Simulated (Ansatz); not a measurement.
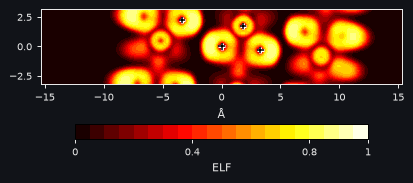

The ELF on a plane through atoms (crosses mark nuclei in the plane).

Computed with DFT r2SCAN, scalar-relativistic, plane waves, PAW (Ansatz).

Candidates:
A. WSe$_{2}$, a = 3.31 Å, b = 3.31 Å, c = 29.80 Å, α = 90.00°, β = 90.00°, γ = 120.00°. Space group P-6m2; a structure from a database of computed crystals, not necessarily the ambient phase.
B. NbP, a = 5.53 Å, b = 5.53 Å, c = 5.53 Å, α = 90.00°, β = 90.00°, γ = 90.00°. Space group F-43m; started from the zinc blende prototype, which need not be the ambient phase; computed pressure about 3 GPa in this cell; the program warned that a starting moment wasn't kept; spin-polarised, but the moments vanished.

Question: Which candidate gave the map?

Answer: Candidate A: WSe$_{2}$ on the (111) plane of the conventional cell, which holds W and Se. W–Se (2.53 Å): the ELF is about 0.55 at the midpoint.
